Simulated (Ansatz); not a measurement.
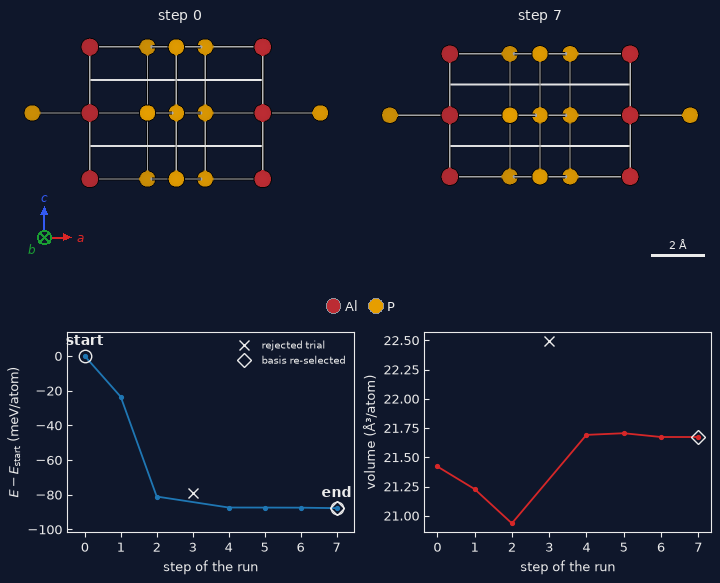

First and last geometry of a relaxation of a crystal of AlP5 (a generated structure, set up in P6/mmm) (coarse preliminary run), with the history of the run. Style: ball-and-stick. Shown: the cell of the calculation, along the b axis.

Computed with DFT PBE, scalar-relativistic, plane waves, PAW in Ansatz 0.2.0. Settings: plane-wave cutoff 420 eV; k-point mesh 3 × 3 × 6; occupations gaussian; smearing width 0.1 eV; no spin polarisation; cell and atoms relaxed; force threshold 0.04 eV/Å; at most 70 steps.

### Read the history and describe the run.

It converged. The energy falls by 87.7 meV per atom in 5 accepted moves (7 points after the start). All forces vanish by symmetry, so only the cell relaxes. Pressure: −0.52 GPa at the start and 0.01 GPa at the end. The line search rejected the trial step at point 3 of the run. At 1 point the geometry stayed and the basis and grid were re-selected for the new cell (energy shift of 0.3 meV per atom at most each time). No atom moves by more than 0.005 Å relative to the cell. The drawn cell changes as follows: a = b 7.656 → 7.982 Å (+4.2 %), c 2.532 → 2.357 Å (−6.9 %); the volume changes by +1.2 %. Among the contacts that change: P–P 2.532 → 2.357 Å, Al–Al 2.532 → 2.357 Å, P–P 2.210 → 2.304 Å. The space group stays P6/mmm (No. 191).

```json
{"step": "0", "E − E(0), meV/atom": "0.00", "pressure, GPa": "-0.52", "volume, Å³/atom": "21.422", "note": ""}
{"step": "1", "E − E(0), meV/atom": "-23.49", "pressure, GPa": "0.01", "volume, Å³/atom": "21.228", "note": ""}
{"step": "2", "E − E(0), meV/atom": "-81.00", "pressure, GPa": "2.08", "volume, Å³/atom": "20.935", "note": ""}
{"step": "3", "E − E(0), meV/atom": "-79.15", "pressure, GPa": "-1.83", "volume, Å³/atom": "22.496", "note": "rejected"}
{"step": "4", "E − E(0), meV/atom": "-87.32", "pressure, GPa": "0.01", "volume, Å³/atom": "21.692", "note": ""}
{"step": "5", "E − E(0), meV/atom": "-87.36", "pressure, GPa": "-0.17", "volume, Å³/atom": "21.706", "note": ""}
{"step": "6", "E − E(0), meV/atom": "-87.41", "pressure, GPa": "-0.01", "volume, Å³/atom": "21.674", "note": ""}
{"step": "7", "E − E(0), meV/atom": "-87.68", "pressure, GPa": "0.01", "volume, Å³/atom": "21.674", "note": "same geometry, new basis"}
```

Limits of the set-up: the k-point mesh is coarse for a cell with partly filled bands.
